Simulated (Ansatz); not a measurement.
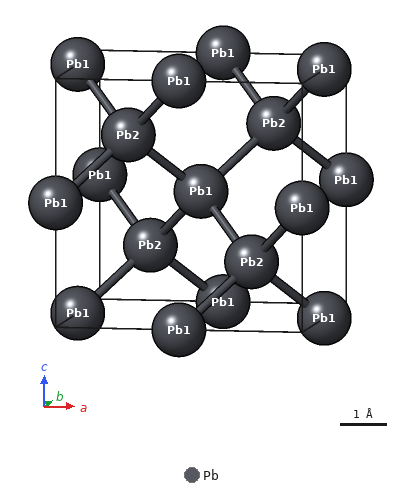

Figure 1. The input geometry of run A (ball-and-stick view of the cell 4 times as large as that of the calculation, set on its symmetry axes, seen slightly off an axis; atoms are numbered from 1 in the order of the input). Near neighbours in the crystal (not all of them lie inside the picture): Pb has 4 Pb at 2.37 Å.

## Pb: a failed or faulty run and its cure

System: Pb (Fd-3m, 2 atoms in the cell).
Method of run A: DFT, PBE, plane waves, PAW (Ansatz 0.2.0).

The structure was made by swapping elements on the sites of another compound; it need not be a known phase. Text and figures count atoms from 1; the logs count them from 0 in places.

### The input, run A
```yaml
crystal:
  lattice:
    - [0.0, 2.7326897405, 2.7326897405]
    - [2.7326897405, 0.0, 2.7326897405]
    - [2.7326897405, 2.7326897405, 0.0]
  atoms:
    - { symbol: Pb, position: [0.5, 0.5, 0.5] }
    - { symbol: Pb, position: [0.75, 0.75, 0.75] }
basis:
  ecutwfc: 420
kpoints:
  mp_grid: { grid: [14, 14, 14] }
hamiltonian:
  xc: pbe
scf:
  occupations: { method: gaussian, width: 0.1 }
  max_iter: 60
output:
  forces: true
  eigenvalues: true
  stress: true
magnetization:
  spin_polarized: "yes please"
```

Command:
```bash
ansatz run input.yaml --threads 1 --pin off --max-ram 1331MiB --backend cpu --events-out ev --progress --plain --runs-dir out
```

Hardware: 1 CPU thread, shared host.

### Output (run A)
```
Error: YAML parse error: error: line 23 column 19: invalid boolean (strict mode expects true/false)
  --> <input>:23:19
   |
21 |   stress: true
22 | magnetization:
23 |   spin_polarized: "yes please"
   |                   ^ invalid boolean (strict mode expects true/false)
```

> What should be changed in this input?

A setting was made wrong on purpose: a value of the wrong type (`magnetization.spin_polarized`). The program refused the input: “YAML parse error: error: line 23 column 19: invalid boolean (strict mode expects true/false) --> <input>:23:19 | 21 | stress: true 22 | magnetization: 23 | spin_polarized: "yes please" | ^ invalid boolean (strict mode expects true/false)”

A run of the same system that converges differs from this input as follows (lines with − go, lines with + come):
```diff
-  max_iter: 60
-magnetization:
-  spin_polarized: "yes please"
+  populations: true
```

### Output, shortened to warnings, some set-up lines, iterations and results (run B)
```
Basis set: ecut = 420 eV, 821 PW (Γ), exchange–correlation on 54×54×54 points (8 copies of the dense FFT grid, shifted against one another)
Symmetry: 48 space group operations
k-points: 104 of 2744
Initial density: superposition of atomic densities (neutral atoms: chi_scale 0, normalization atom), corrected by the library's trained network
[...]
SCF iter   1: F=—  HF=-23803.514947 eV  |F-HF|=—  |Δ(HF+E_count)|=         —  Δρ=5.24e-3  dr2=1.60e-2  ethr=1.77e-3  ⟨swp⟩=8.8  Hψ=12907  notcnv=0
SCF iter   2: F=—  HF=-23803.514649 eV  |F-HF|=—  |Δ(HF+E_count)|=   2.98e-4  Δρ=3.19e-3  dr2=6.82e-3  ethr=5.70e-5  ⟨swp⟩=2.2  Hψ=3161  notcnv=0
SCF iter   3: F=—  HF=-23803.512764 eV  |F-HF|=—  |Δ(HF+E_count)|=   1.89e-3  Δρ=8.27e-4  dr2=4.82e-4  ethr=2.44e-5  ⟨swp⟩=3.0  Hψ=3804  notcnv=0
SCF iter   4: F=—  HF=-23803.512742 eV  |F-HF|=—  |Δ(HF+E_count)|=   2.15e-5  Δρ=1.86e-4  dr2=1.70e-5  ethr=1.72e-6  ⟨swp⟩=2.8  Hψ=3418  notcnv=0
SCF iter   5: F=—  HF=-23803.512757 eV  |F-HF|=—  |Δ(HF+E_count)|=   1.43e-5  Δρ=6.19e-5  dr2=1.42e-6  ethr=6.08e-8  ⟨swp⟩=2.8  Hψ=3138  notcnv=0
SCF iter   6: F=-23803.512759 eV  HF=-23803.512759 eV  |F-HF|=8.25e-8  |Δ(HF+E_count)|=   2.31e-6  Δρ=1.06e-5  dr2=2.86e-8  ethr=3.57e-10  ⟨swp⟩=10.2  Hψ=13363  notcnv=0
SCF 1 converged in 6 iterations: F = -23803.512759 eV  dr2 = 2.86e-8
SCF converged after 6 iterations
Free energy (F): -23803.512759 eV
Harris-Foulkes:  -23803.512759 eV  (|F-HF|=8.25e-8)
Internal energy: -23803.511005 eV  (E = F + TS)
E sigma→0 (E₀):  -23803.511882 eV
Entropy (-TS):   -0.001754 eV (-0.877 meV/atom)
Fermi energy:    19.500357 eV
--- Per-component energies (eV) ---
  E_band       = 82.849386
  E_kinetic    = 619.020842
  E_local      = -1868.019453  (includes V_loc(G=0)·N_el)
  E_nonlocal   = 704.248016
  E_hartree    = 799.050657
  E_xc         = -450.982243
  E_vxc        = -278.307279  (∫ρ·V_xc dr)
  E_paw        = -20825.077994  (= ΣΔE_a)
  E_vpaw       = -692.196195  (= ΣTr[D̂ρ^β])
  E_aug_tail   = 0.000107  (compensation charges beyond the density's cutoff)
  E_ewald      = -2781.750937
  E_smearing   = -0.001754  (= −TS)
  E_closure    = -0.000000  (closes the sum)
  Σ components = -23803.512759   (vs F -23803.512759, Δ=0.00e0)
--- Forces (eV/Å), atoms counted from 1 ---
  atom   1  Pb     0.00000000    -0.00000000    -0.00000000
  atom   2  Pb     0.00000000     0.00000000    -0.00000000
  max |Σ_I F_I| component: 6.48e-17 eV/Å
--- Stress (GPa, compression-positive) ---
      126.737113      -0.000000      -0.000000
        0.000000     126.737113      -0.000000
       -0.000000      -0.000000     126.737113
  P = ⅓ Tr σ = 126.7371 GPa (1267.371 kbar)
--- Löwdin populations: 2 sites ---
  site symbol       q [e]
     0     Pb     13.8860
     1     Pb     13.8860
  spilling = 0.008144 (of n_electrons = 28.000000)
```

### The two runs side by side

| quantity | run A | run B |
| --- | --- | --- |
| outcome | refused | converged |
| free energy per atom (eV) | – | −11901.7564 |
| gap on the mesh (eV) | – | 0.00 |
| pressure (GPa) | – | 126.74 |
| volume per atom (Å³) | – | 20.41 |
| largest force (eV/Å) | – | 0.000 |
| SCF iterations | – | 6 |
| irreducible k-points | – | 104 |
| plane waves at Γ | – | 821 |

Notes on run B: Spin–orbit coupling is left out, which matters for Pb. The cell is under a pressure of 127 GPa at this level, so it is not at its equilibrium volume.
